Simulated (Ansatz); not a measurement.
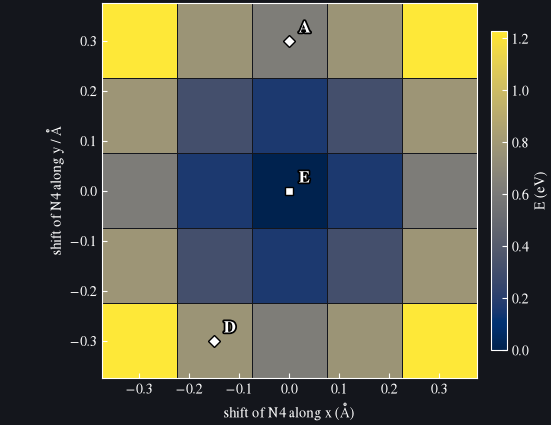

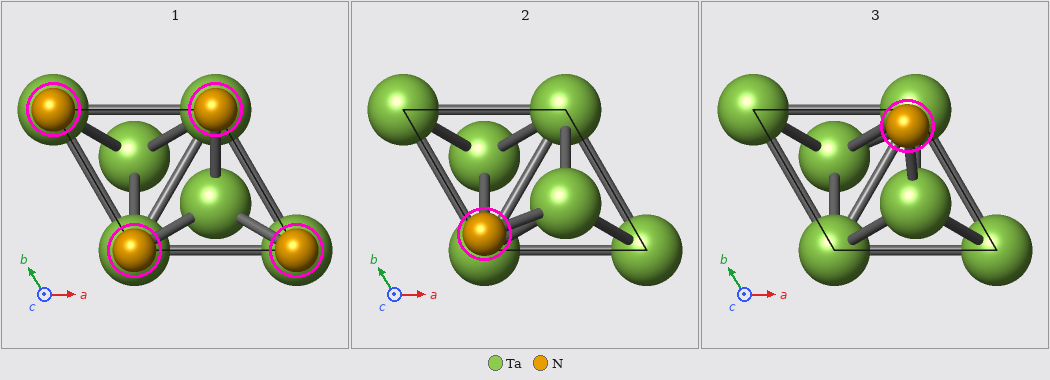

Ta₃N (P-3m1, No. 164; 4 atoms in the cell). Atom N4 is moved over a plane while all other atoms and the cell stay fixed (its periodic images move with it) (x along [1 0 0], y along [1 2 0], z along [0 0 1] of the conventional cell). First axis: shift of N4 along x. Second axis: shift of N4 along y. Grid: 5 × 5 points; 9 points were computed and 16 follow by symmetry. Points are written as (first, second). Energies are in eV per cell, from the lowest grid point. These are results of DFT PBEsol, scalar-relativistic, plane waves, PAW in Ansatz, not measurements. Settings: cutoff 420 eV, k-mesh 18×18×8 in the order of the run's cell vectors, gaussian smearing 0.15 eV, no spin polarisation.

The picture shows one coloured cell a grid point, lettered points. The numbered pictures are the structures at these points, in random order. Rings mark the moved atoms.

### Which structure belongs to which point?

A is structure 2: (0.00 Å, 0.30 Å), 0.62 eV; D is structure 3: (−0.15 Å, −0.30 Å), 0.77 eV; E is structure 1: (0.00 Å, 0.00 Å), 0.00 eV.
